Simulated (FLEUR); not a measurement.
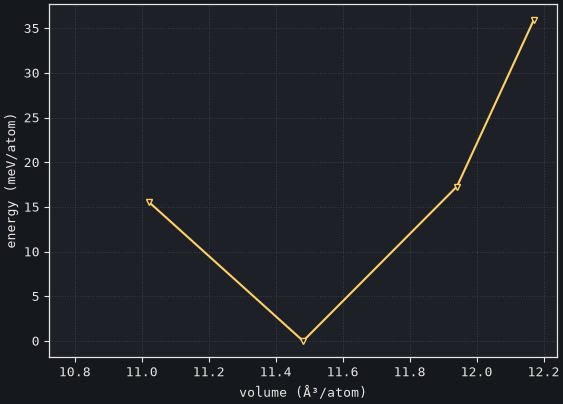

Plotted: energy against volume for HfN, space group Fm-3m (No. 225).

Structure:
```cif
data_structure
_symmetry_space_group_name_H-M 'P 1'
_symmetry_Int_Tables_number 1
_cell_length_a 3.1905
_cell_length_b 3.1905
_cell_length_c 3.1905
_cell_angle_alpha 60.000
_cell_angle_beta 60.000
_cell_angle_gamma 60.000
_cell_volume 22.96
loop_
_atom_site_label
_atom_site_type_symbol
_atom_site_fract_x
_atom_site_fract_y
_atom_site_fract_z
_atom_site_occupancy
Hf1 Hf 0.00000 0.00000 0.00000 1
N1 N 0.50000 0.50000 0.50000 1
```

Computed with FLEUR MaX-R8.1 (later development tree): all-electron LAPW DFT, no spin polarisation; energies at scaled volumes of the given cell, shape and fractions fixed, counted from the fit's minimum, third-order Birch-Murnaghan fit. Level: SCAN.

k mesh 10×10×10; occupations Fermi–Dirac; smearing width 0.05 eV; potentials all electron; program settings basis FLAPW, kmax 4.93 1/bohr.

The point at volume 10.79 Å³/atom is left out of the plot. What does the calculation give there?

```csv
volume (Å³/atom),energy (meV/atom)
10.79,37.65
```
